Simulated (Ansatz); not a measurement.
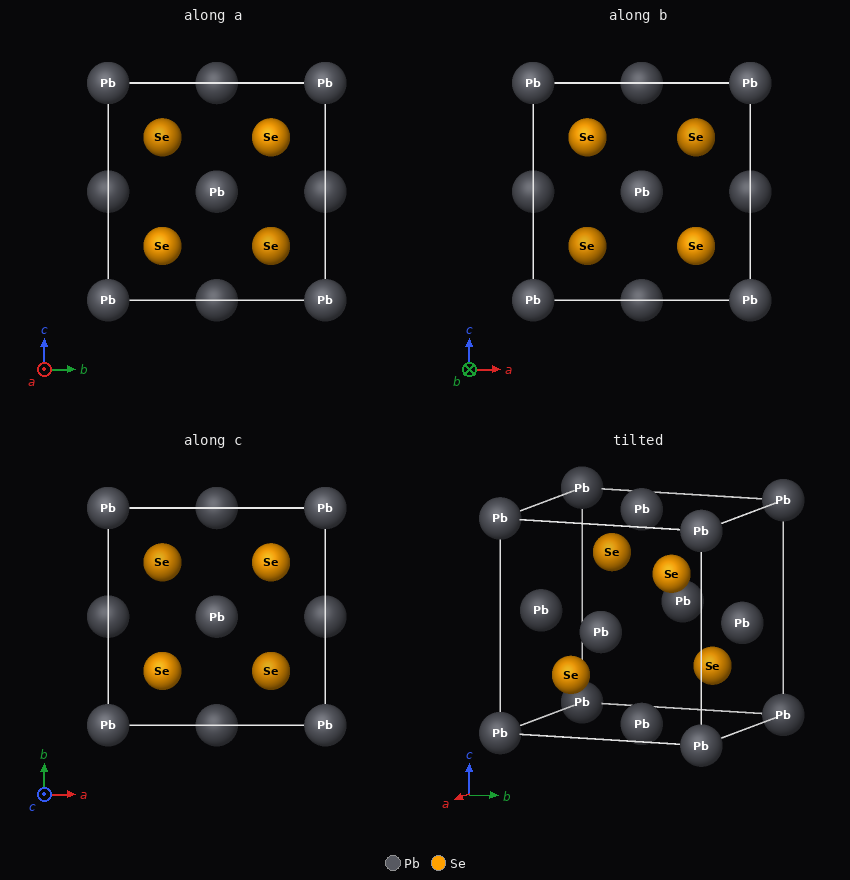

A spheres-only rendering, viewed along the a axis, along the b axis, along the c axis and slightly off an axis. The lines enclose the conventional unit cell; boundary atoms appear with their images.

Lattice parameters: a = 6.846 Å, b = 6.846 Å, c = 6.846 Å, α = 90.00°, β = 90.00°, γ = 90.00°. Put a along x and b in the xy plane.

### Convert the drawing into a POSCAR file.

```
Pb Se
1.0
     6.846    0.000    0.000
     0.000    6.846    0.000
     0.000    0.000    6.846
Pb Se
4 4
Direct
  0.0000 0.0000 0.0000
  0.0000 0.5000 0.5000
  0.5000 0.0000 0.5000
  0.5000 0.5000 0.0000
  0.2500 0.2500 0.7500
  0.2500 0.7500 0.2500
  0.7500 0.2500 0.2500
  0.7500 0.7500 0.7500
```

The structure comes from a structure type filled with these elements by a generator (whether the compound takes this form wasn't checked). Earlier steps of the study may have refined or changed the cell and positions. It was run through Ansatz as a DFT input.
